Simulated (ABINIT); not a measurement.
Geometry relaxation of WC (part 2 of 3)

Continued. System: WC (P-6m2, 2 atoms in the cell). Method: Kohn-Sham DFT of a periodic cell, LDA, PseudoDojo NC SR LDA v0.4.1 standard, no spin polarisation (ABINIT 10.8.3); cutoff 1115.67 eV, 8×8×7 k-mesh, fermi-dirac of 0.05 eV. The structure derives from an entry of the Crystallography Open Database.

Geometry of the input (Å; fractional positions):
```
2.9065  0.0000  0.0000
-1.4532  2.5171  0.0000
0.0000  0.0000  2.8366
W  0.0000  0.0000  0.0000
C  0.6667  0.3333  0.5000
```

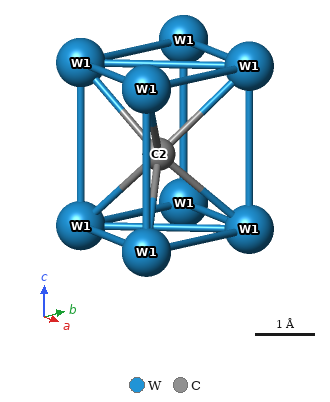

**Figure 1.** The geometry at step 2 of the log (ball-and-stick view of the cell of the calculation, seen slightly off an axis; atoms are numbered from 1 in the order of the input).

## Output, continued
```
 Cartesian coordinates (xcart) [bohr]
  0.00000000000000E+00  0.00000000000000E+00  0.00000000000000E+00
  2.71959908868607E+00  1.57016126596898E+00  2.64614427846323E+00
 Reduced coordinates (xred)
  0.00000000000000E+00  0.00000000000000E+00  0.00000000000000E+00
  6.66666666666667E-01  3.33333333333333E-01  5.00000000000000E-01
 Cartesian forces (fcart) [Ha/bohr]; max,rms= 0.00000E+00 0.00000E+00 (free atoms)
  0.00000000000000E+00  0.00000000000000E+00 -0.00000000000000E+00
  0.00000000000000E+00  0.00000000000000E+00 -0.00000000000000E+00
 Gradient of E wrt nuclear positions in reduced coordinates (gred)
 -0.00000000000000E+00 -0.00000000000000E+00 -0.00000000000000E+00
 -0.00000000000000E+00 -0.00000000000000E+00 -0.00000000000000E+00
 Scale of Primitive Cell (acell) [bohr]
  5.43919817737214E+00  5.43919817744544E+00  5.29228855692645E+00
 Real space primitive translations (rprimd) [bohr]
  5.43919817737214E+00  0.00000000000000E+00  0.00000000000000E+00
 -2.71959908868607E+00  4.71048379790693E+00  0.00000000000000E+00
  0.00000000000000E+00  0.00000000000000E+00  5.29228855692645E+00
 Unitary Cell Volume (ucvol) [Bohr^3]=  1.35595074058474E+02
 Angles (23,13,12)= [degrees]
  9.00000000000000E+01  9.00000000000000E+01  1.19999999999554E+02
 Lengths [Bohr]
  5.43919817737214E+00  5.43919817744544E+00  5.29228855692645E+00
 Stress tensor in cartesian coordinates (strten) [Ha/bohr^3]
 -8.01352674850309E-05  0.00000000000000E+00  0.00000000000000E+00
  0.00000000000000E+00 -8.01352680319615E-05  0.00000000000000E+00
  0.00000000000000E+00  0.00000000000000E+00 -1.31254457939906E-04
 Total energy (etotal) [Ha]= -8.19769045815707E+01

 Difference of energy with previous step (new-old):
           Absolute (Ha)=-6.13602E-04
           Relative     =-7.48508E-06

--- Iteration: ( 3/50) Internal Cycle: (1/1)
--------------------------------------------------------------------------------

---SELF-CONSISTENT-FIELD CONVERGENCE--------------------------------------------

--- !BeginCycle
iteration_state: {dtset: 1, itime: 3, icycle: 1, }
solver: {iscf: 7, nstep: 80, nline: 4, wfoptalg: 0, }
tolerances: {tolvrs: 1.00E-12, }
...

     iter   Etot(hartree)      deltaE(h)  residm     vres2
 ETOT  1  -81.976620066528    -8.198E+01 8.919E-06 2.449E+00
 ETOT  2  -81.976505375623     1.147E-04 4.399E-06 2.742E+00
 ETOT  3  -81.976938898028    -4.335E-04 1.864E-05 6.757E-02
 ETOT  4  -81.976950180356    -1.128E-05 7.382E-07 1.452E-04
 ETOT  5  -81.976950197074    -1.672E-08 2.595E-07 8.681E-07
 ETOT  6  -81.976950197138    -6.378E-11 7.337E-08 2.807E-09
 ETOT  7  -81.976950197140    -1.364E-12 8.754E-08 3.211E-11
 ETOT  8  -81.976950197139     6.963E-13 3.311E-08 2.295E-13

 At SCF step    8       vres2   =  2.29E-13 < tolvrs=  1.00E-12 =>converged.

 Cartesian components of stress tensor (hartree/bohr^3)
  sigma(1 1)=  4.67312874E-06  sigma(3 2)=  0.00000000E+00
  sigma(2 2)=  4.67312820E-06  sigma(3 1)=  0.00000000E+00
  sigma(3 3)=  7.67341019E-07  sigma(2 1)=  0.00000000E+00

--- !ResultsGS
iteration_state: {dtset: 1, itime: 3, icycle: 1, }
comment   : Summary of ground state results
lattice_vectors:
- [  5.4492535,   0.0000000,   0.0000000, ]
- [ -2.7246268,   4.7191920,   0.0000000, ]
- [  0.0000000,   0.0000000,   5.3083718, ]
lattice_lengths: [   5.44925,    5.44925,    5.30837, ]
lattice_angles: [ 90.000,  90.000, 120.000, ] # degrees, (23, 13, 12)
lattice_volume:   1.3651048E+02
convergence: {deltae:  6.963E-13, res2:  2.295E-13, residm:  3.311E-08, diffor: null, }
etotal    :  -8.19769502E+01
entropy   :   0.00000000E+00
fermie    :   6.56162557E-01
cartesian_stress_tensor: # hartree/bohr^3
- [  4.67312874E-06,   0.00000000E+00,   0.00000000E+00, ]
- [  0.00000000E+00,   4.67312820E-06,   0.00000000E+00, ]
- [  0.00000000E+00,   0.00000000E+00,   7.67341019E-07, ]
pressure_GPa:  -9.9184E-02
xred      :
- [  0.0000E+00,   0.0000E+00,   0.0000E+00,  W]
- [  6.6667E-01,   3.3333E-01,   5.0000E-01,  C]
cartesian_forces: # hartree/bohr
- [ -3.95304817E-28,  -2.28229343E-28,  -0.00000000E+00, ]
- [  3.95304817E-28,   2.28229343E-28,  -0.00000000E+00, ]
force_length_stats: {min:   4.56458685E-28, max:   4.56458685E-28, mean:   4.56458685E-28, }
...

 Integrated electronic density in atomic spheres:
 ------------------------------------------------
 Atom  Sphere_radius  Integrated_density
    1        2.00000         10.23840485
    2        2.00000          4.13724923

---OUTPUT-----------------------------------------------------------------------

 Cartesian coordinates (xcart) [bohr]
  0.00000000000000E+00  0.00000000000000E+00  0.00000000000000E+00
  2.72462677430993E+00  1.57306400161736E+00  2.65418591438903E+00
 Reduced coordinates (xred)
  0.00000000000000E+00  0.00000000000000E+00  0.00000000000000E+00
  6.66666666666667E-01  3.33333333333333E-01  5.00000000000000E-01
 Cartesian forces (fcart) [Ha/bohr]; max,rms= 3.95305E-28 2.63537E-28 (free atoms)
 -3.95304817311921E-28 -2.28229342682892E-28 -0.00000000000000E+00
  3.95304817311921E-28  2.28229342682892E-28 -0.00000000000000E+00
 Gradient of E wrt nuclear positions in reduced coordinates (gred)
  2.15411617852351E-27  2.84793498929067E-44  0.00000000000000E+00
 -2.15411617852351E-27 -2.84793498929067E-44 -0.00000000000000E+00
 Scale of Primitive Cell (acell) [bohr]
  5.44925354861986E+00  5.44925354869329E+00  5.30837182877806E+00
 Real space primitive translations (rprimd) [bohr]
  5.44925354861986E+00  0.00000000000000E+00  0.00000000000000E+00
 -2.72462677430993E+00  4.71919200485209E+00  0.00000000000000E+00
  0.00000000000000E+00  0.00000000000000E+00  5.30837182877806E+00
 Unitary Cell Volume (ucvol) [Bohr^3]=  1.36510481595533E+02
 Angles (23,13,12)= [degrees]
  9.00000000000000E+01  9.00000000000000E+01  1.19999999999554E+02
 Lengths [Bohr]
  5.44925354861986E+00  5.44925354869329E+00  5.30837182877806E+00
 Stress tensor in cartesian coordinates (strten) [Ha/bohr^3]
  4.67312874430359E-06  0.00000000000000E+00  0.00000000000000E+00
  0.00000000000000E+00  4.67312820166994E-06  0.00000000000000E+00
  0.00000000000000E+00  0.00000000000000E+00  7.67341019043341E-07
 Total energy (etotal) [Ha]= -8.19769501971389E+01

 Difference of energy with previous step (new-old):
           Absolute (Ha)=-4.56156E-05
           Relative     =-5.56444E-07

--- Iteration: ( 4/50) Internal Cycle: (1/1)
--------------------------------------------------------------------------------

---SELF-CONSISTENT-FIELD CONVERGENCE--------------------------------------------

--- !BeginCycle
iteration_state: {dtset: 1, itime: 4, icycle: 1, }
solver: {iscf: 7, nstep: 80, nline: 4, wfoptalg: 0, }
tolerances: {tolvrs: 1.00E-12, }
...

     iter   Etot(hartree)      deltaE(h)  residm     vres2
 ETOT  1  -81.976949775571    -8.198E+01 1.423E-05 3.913E-03
 ETOT  2  -81.976949587189     1.884E-07 1.170E-08 4.307E-03
 ETOT  3  -81.976950268429    -6.812E-07 5.996E-08 8.573E-05
 ETOT  4  -81.976950282936    -1.451E-08 1.731E-08 1.383E-07
 ETOT  5  -81.976950282952    -1.548E-11 1.168E-08 9.958E-10
 ETOT  6  -81.976950282952    -5.969E-13 5.178E-09 2.969E-12
 ETOT  7  -81.976950282952     4.690E-13 3.789E-09 2.408E-14

 At SCF step    7       vres2   =  2.41E-14 < tolvrs=  1.00E-12 =>converged.

 Cartesian components of stress tensor (hartree/bohr^3)
  sigma(1 1)=  6.23673090E-07  sigma(3 2)=  0.00000000E+00
  sigma(2 2)=  6.23672547E-07  sigma(3 1)=  0.00000000E+00
  sigma(3 3)= -7.11496765E-07  sigma(2 1)=  0.00000000E+00

--- !ResultsGS
iteration_state: {dtset: 1, itime: 4, icycle: 1, }
comment   : Summary of ground state results
lattice_vectors:
- [  5.4486066,   0.0000000,   0.0000000, ]
- [ -2.7243033,   4.7186317,   0.0000000, ]
- [  0.0000000,   0.0000000,   5.3083898, ]
lattice_lengths: [   5.44861,    5.44861,    5.30839, ]
lattice_angles: [ 90.000,  90.000, 120.000, ] # degrees, (23, 13, 12)
lattice_volume:   1.3647853E+02
convergence: {deltae:  4.690E-13, res2:  2.408E-14, residm:  3.789E-09, diffor: null, }
etotal    :  -8.19769503E+01
entropy   :   0.00000000E+00
fermie    :   6.56339343E-01
cartesian_stress_tensor: # hartree/bohr^3
- [  6.23673090E-07,   0.00000000E+00,   0.00000000E+00, ]
- [  0.00000000E+00,   6.23672547E-07,   0.00000000E+00, ]
- [  0.00000000E+00,   0.00000000E+00,  -7.11496765E-07, ]
pressure_GPa:  -5.2551E-03
xred      :
- [ -9.2574E-29,  -4.6287E-29,   0.0000E+00,  W]
- [  6.6667E-01,   3.3333E-01,   5.0000E-01,  C]
cartesian_forces: # hartree/bohr
- [  0.00000000E+00,   0.00000000E+00,  -0.00000000E+00, ]
- [  0.00000000E+00,   0.00000000E+00,  -0.00000000E+00, ]
force_length_stats: {min:   0.00000000E+00, max:   0.00000000E+00, mean:   0.00000000E+00, }
...

 Integrated electronic density in atomic spheres:
 ------------------------------------------------
 Atom  Sphere_radius  Integrated_density
    1        2.00000         10.23799678
    2        2.00000          4.13718732

---OUTPUT-----------------------------------------------------------------------

 Cartesian coordinates (xcart) [bohr]
 -3.78301182900130E-28 -2.18412289778220E-28  0.00000000000000E+00
  2.72430328785698E+00  1.57287723662667E+00  2.65419490646137E+00
 Reduced coordinates (xred)
 -9.25744169975326E-29 -4.62872084975187E-29  0.00000000000000E+00
  6.66666666666667E-01  3.33333333333333E-01  5.00000000000000E-01
 Cartesian forces (fcart) [Ha/bohr]; max,rms= 0.00000E+00 0.00000E+00 (free atoms)
  0.00000000000000E+00  0.00000000000000E+00 -0.00000000000000E+00
  0.00000000000000E+00  0.00000000000000E+00 -0.00000000000000E+00
 Gradient of E wrt nuclear positions in reduced coordinates (gred)
 -0.00000000000000E+00 -0.00000000000000E+00 -0.00000000000000E+00
 -0.00000000000000E+00 -0.00000000000000E+00 -0.00000000000000E+00
 Scale of Primitive Cell (acell) [bohr]
  5.44860657571396E+00  5.44860657578739E+00  5.30838981292273E+00
 Real space primitive translations (rprimd) [bohr]
  5.44860657571396E+00  0.00000000000000E+00  0.00000000000000E+00
 -2.72430328785698E+00  4.71863170988002E+00  0.00000000000000E+00
  0.00000000000000E+00  0.00000000000000E+00  5.30838981292273E+00
 Unitary Cell Volume (ucvol) [Bohr^3]=  1.36478530962750E+02
 Angles (23,13,12)= [degrees]
  9.00000000000000E+01  9.00000000000000E+01  1.19999999999554E+02
 Lengths [Bohr]
  5.44860657571396E+00  5.44860657578739E+00  5.30838981292273E+00
 Stress tensor in cartesian coordinates (strten) [Ha/bohr^3]
  6.23673089571869E-07  0.00000000000000E+00  0.00000000000000E+00
  0.00000000000000E+00  6.23672546835874E-07  0.00000000000000E+00
  0.00000000000000E+00  0.00000000000000E+00 -7.11496764668057E-07
 Total energy (etotal) [Ha]= -8.19769502829520E+01

 Difference of energy with previous step (new-old):
           Absolute (Ha)=-8.58131E-08
           Relative     =-1.04680E-09

--- Iteration: ( 5/50) Internal Cycle: (1/1)
--------------------------------------------------------------------------------

---SELF-CONSISTENT-FIELD CONVERGENCE--------------------------------------------

--- !BeginCycle
iteration_state: {dtset: 1, itime: 5, icycle: 1, }
solver: {iscf: 7, nstep: 80, nline: 4, wfoptalg: 0, }
tolerances: {tolvrs: 1.00E-12, }
...

     iter   Etot(hartree)      deltaE(h)  residm     vres2
 ETOT  1  -81.976950274303    -8.198E+01 2.198E-09 1.042E-04
 ETOT  2  -81.976950277069    -2.766E-09 5.021E-10 5.791E-05
 ETOT  3  -81.976950285117    -8.048E-09 2.441E-09 7.726E-06
 ETOT  4  -81.976950286397    -1.280E-09 5.015E-10 3.875E-09
 ETOT  5  -81.976950286398    -6.821E-13 5.831E-10 1.980E-11
 ETOT  6  -81.976950286398     2.132E-13 1.299E-10 8.539E-14

 At SCF step    6       vres2   =  8.54E-14 < tolvrs=  1.00E-12 =>converged.

 Cartesian components of stress tensor (hartree/bohr^3)
  sigma(1 1)= -1.87522844E-09  sigma(3 2)=  0.00000000E+00
  sigma(2 2)= -1.87577117E-09  sigma(3 1)=  0.00000000E+00
  sigma(3 3)= -1.39582301E-07  sigma(2 1)=  0.00000000E+00

--- !ResultsGS
iteration_state: {dtset: 1, itime: 5, icycle: 1, }
comment   : Summary of ground state results
lattice_vectors:
- [  5.4484801,   0.0000000,   0.0000000, ]
- [ -2.7242401,   4.7185222,   0.0000000, ]
- [  0.0000000,   0.0000000,   5.3085247, ]
lattice_lengths: [   5.44848,    5.44848,    5.30852, ]
lattice_angles: [ 90.000,  90.000, 120.000, ] # degrees, (23, 13, 12)
lattice_volume:   1.3647566E+02
convergence: {deltae:  2.132E-13, res2:  8.539E-14, residm:  1.299E-10, diffor: null, }
etotal    :  -8.19769503E+01
entropy   :   0.00000000E+00
fermie    :   6.56353073E-01
cartesian_stress_tensor: # hartree/bohr^3
- [ -1.87522844E-09,   0.00000000E+00,   0.00000000E+00, ]
- [  0.00000000E+00,  -1.87577117E-09,   0.00000000E+00, ]
- [  0.00000000E+00,   0.00000000E+00,  -1.39582301E-07, ]
pressure_GPa:   1.4057E-03
xred      :
- [ -9.4501E-29,  -4.7250E-29,   0.0000E+00,  W]
- [  6.6667E-01,   3.3333E-01,   5.0000E-01,  C]
cartesian_forces: # hartree/bohr
- [  7.90721865E-28,   4.56523482E-28,  -0.00000000E+00, ]
- [ -7.90721865E-28,  -4.56523482E-28,  -0.00000000E+00, ]
force_length_stats: {min:   9.13046964E-28, max:   9.13046964E-28, mean:   9.13046964E-28, }
...

 Integrated electronic density in atomic spheres:
 ------------------------------------------------
 Atom  Sphere_radius  Integrated_density
    1        2.00000         10.23795381
    2        2.00000          4.13716734

---OUTPUT-----------------------------------------------------------------------

 Cartesian coordinates (xcart) [bohr]
 -3.86163790279967E-28 -2.22951768265419E-28  0.00000000000000E+00
  2.72424005527737E+00  1.57284072927981E+00  2.65426234358367E+00
 Reduced coordinates (xred)
 -9.45006760150535E-29 -4.72503380062532E-29  0.00000000000000E+00
  6.66666666666667E-01  3.33333333333333E-01  5.00000000000000E-01
 Cartesian forces (fcart) [Ha/bohr]; max,rms= 7.90722E-28 5.27148E-28 (free atoms)
  7.90721865479724E-28  4.56523481880638E-28 -0.00000000000000E+00
 -7.90721865479724E-28 -4.56523481880638E-28 -0.00000000000000E+00
 Gradient of E wrt nuclear positions in reduced coordinates (gred)
 -4.30823235704702E-27  4.00637183208253E-43 -0.00000000000000E+00
  4.30823235704702E-27 -4.00637183208253E-43  0.00000000000000E+00
 Scale of Primitive Cell (acell) [bohr]
  5.44848011055474E+00  5.44848011062817E+00  5.30852468716734E+00
 Real space primitive translations (rprimd) [bohr]
  5.44848011055474E+00  0.00000000000000E+00  0.00000000000000E+00
 -2.72424005527737E+00  4.71852218783944E+00  0.00000000000000E+00
  0.00000000000000E+00  0.00000000000000E+00  5.30852468716734E+00
 Unitary Cell Volume (ucvol) [Bohr^3]=  1.36475663004061E+02
 Angles (23,13,12)= [degrees]
  9.00000000000000E+01  9.00000000000000E+01  1.19999999999554E+02
 Lengths [Bohr]
  5.44848011055474E+00  5.44848011062817E+00  5.30852468716734E+00
 Stress tensor in cartesian coordinates (strten) [Ha/bohr^3]
 -1.87522843780874E-09  0.00000000000000E+00  0.00000000000000E+00
  0.00000000000000E+00 -1.87577117380378E-09  0.00000000000000E+00
  0.00000000000000E+00  0.00000000000000E+00 -1.39582301109803E-07
 Total energy (etotal) [Ha]= -8.19769502863979E+01

 Difference of energy with previous step (new-old):
           Absolute (Ha)=-3.44595E-09
           Relative     =-4.20356E-11

 At Broyd/MD step   5, gradients are converged :
  max grad (force/stress) = 1.3958E-05 < tolmxf= 2.0000E-05 ha/bohr (free atoms)

================================================================================

 ----iterations are completed or convergence reached----

 Mean square residual over all n,k,spin=   25.118E-14; max=  12.985E-11
 reduced coordinates (array xred) for    2 atoms
      -0.000000000000     -0.000000000000      0.000000000000
       0.666666666667      0.333333333333      0.500000000000
 rms dE/dt=  2.4874E-27; max dE/dt=  4.3082E-27; dE/dt below (all hartree)
    1      -0.000000000000      0.000000000000      0.000000000000
    2       0.000000000000      0.000000000000      0.000000000000

 cartesian coordinates (angstrom) at end:
    1     -0.00000000000000    -0.00000000000000     0.00000000000000
    2      1.44160575330391     0.83231146975028     1.40457514302959

 cartesian forces (hartree/bohr) at end:
    1      0.00000000000000     0.00000000000000    -0.00000000000000
    2     -0.00000000000000    -0.00000000000000    -0.00000000000000
 frms,max,avg= 5.2714791E-28 7.9072187E-28   0.000E+00  0.000E+00  0.000E+00 h/b

 cartesian forces (eV/Angstrom) at end:
    1      0.00000000000000     0.00000000000000    -0.00000000000000
    2     -0.00000000000000    -0.00000000000000    -0.00000000000000
 frms,max,avg= 2.7107035E-26 4.0660553E-26   0.000E+00  0.000E+00  0.000E+00 e/A
 length scales=  5.448480110555  5.448480110628  5.308524687167 bohr
              =  2.883211506608  2.883211506647  2.809150286059 angstroms
 Fermi (or HOMO) energy (hartree) =   0.65635   Average Vxc (hartree)=  -0.53583
 Eigenvalues (hartree) for nkpt=  40  k points:
 kpt#   1, nband= 13, wtk=  0.00223, kpt=  0.0000  0.0000  0.0000 (reduced coord)
  -2.06592   -0.74237   -0.73773   -0.73773    0.11701    0.48654    0.52330    0.52330
   0.65477    0.77203    0.77203    0.86119    0.86119
      occupation numbers for kpt#   1
   2.00000    2.00000    2.00000    2.00000    2.00000    2.00000    2.00000    2.00000
   1.40692    0.00000    0.00000    0.00000    0.00000
 prteigrs : prtvol=0 or 1, do not print more k-points.

--- !EnergyTerms
iteration_state     : {dtset: 1, itime: 5, icycle: 1, }
comment             : Components of total free energy in Hartree
kinetic             :  2.45400883338900E+01
hartree             :  8.58893751948881E+00
xc                  : -1.86677911581043E+01
Ewald energy        : -6.65799340301579E+01
psp_core            :  2.06108453478706E+00
local_psp           : -4.44103514085803E+01
non_local_psp       :  1.24910791974353E+01
internal            : -8.19768870112413E+01
'-kT*entropy'       : -6.32751565773004E-05
total_energy        : -8.19769502863979E+01
total_energy_eV     : -2.23070645751076E+03
band_energy         : -4.06931389284257E+00
...

 Cartesian components of stress tensor (hartree/bohr^3)
  sigma(1 1)= -1.87522844E-09  sigma(3 2)=  0.00000000E+00
  sigma(2 2)= -1.87577117E-09  sigma(3 1)=  0.00000000E+00
  sigma(3 3)= -1.39582301E-07  sigma(2 1)=  0.00000000E+00

-Cartesian components of stress tensor (GPa)         [Pressure=  1.4057E-03 GPa]
- sigma(1 1)= -5.51711254E-05  sigma(3 2)=  0.00000000E+00
- sigma(2 2)= -5.51870933E-05  sigma(3 1)=  0.00000000E+00
- sigma(3 3)= -4.10665308E-03  sigma(2 1)=  0.00000000E+00

== END DATASET(S) ==============================================================
================================================================================

 -outvars: echo values of variables after computation  --------
            acell      5.4484801106E+00  5.4484801106E+00  5.3085246872E+00 Bohr
           etotal     -8.1976950286E+01
            fcart      7.9072186548E-28  4.5652348188E-28 -0.0000000000E+00
                      -7.9072186548E-28 -4.5652348188E-28 -0.0000000000E+00
            rprim      1.0000000000E+00  0.0000000000E+00  0.0000000000E+00
                      -4.9999999999E-01  8.6602540379E-01  0.0000000000E+00
                       0.0000000000E+00  0.0000000000E+00  1.0000000000E+00
           strten     -1.8752284378E-09 -1.8757711738E-09 -1.3958230111E-07
                       0.0000000000E+00  0.0000000000E+00  0.0000000000E+00
           xangst     -2.0434907735E-28 -1.1798099482E-28  0.0000000000E+00
                       1.4416057533E+00  8.3231146975E-01  1.4045751430E+00
             xred     -9.4500676015E-29 -4.7250338006E-29  0.0000000000E+00
                       6.6666666667E-01  3.3333333333E-01  5.0000000000E-01
 Calculation completed.
```

## Trajectory as extended XYZ (Å, eV, eV/Å), 5 frames, from step=0 to step=4
```
2
Lattice="2.9065 0.0000 0.0000 -1.4532 2.5171 0.0000 0.0000 0.0000 2.8366" Properties=species:S:1:pos:R:3:forces:R:3 step=0 energy=-2230.68852
W     0.0000    0.0000    0.0000    0.0000   0.0000   0.0000
C     1.4532    0.8390    1.4183    0.0000   0.0000   0.0000
2
Lattice="2.8783 0.0000 0.0000 -1.4391 2.4927 0.0000 0.0000 0.0000 2.8006" Properties=species:S:1:pos:R:3:forces:R:3 step=1 energy=-2230.70521
W     0.0000    0.0000    0.0000    0.0000   0.0000   0.0000
C     1.4391    0.8309    1.4003    0.0000   0.0000   0.0000
2
Lattice="2.8836 0.0000 0.0000 -1.4418 2.4973 0.0000 0.0000 0.0000 2.8091" Properties=species:S:1:pos:R:3:forces:R:3 step=2 energy=-2230.70646
W     0.0000    0.0000    0.0000    0.0000   0.0000   0.0000
C     1.4418    0.8324    1.4045    0.0000   0.0000   0.0000
2
Lattice="2.8833 0.0000 0.0000 -1.4416 2.4970 0.0000 0.0000 0.0000 2.8091" Properties=species:S:1:pos:R:3:forces:R:3 step=3 energy=-2230.70646
W     0.0000    0.0000    0.0000    0.0000   0.0000   0.0000
C     1.4416    0.8323    1.4045    0.0000   0.0000   0.0000
```
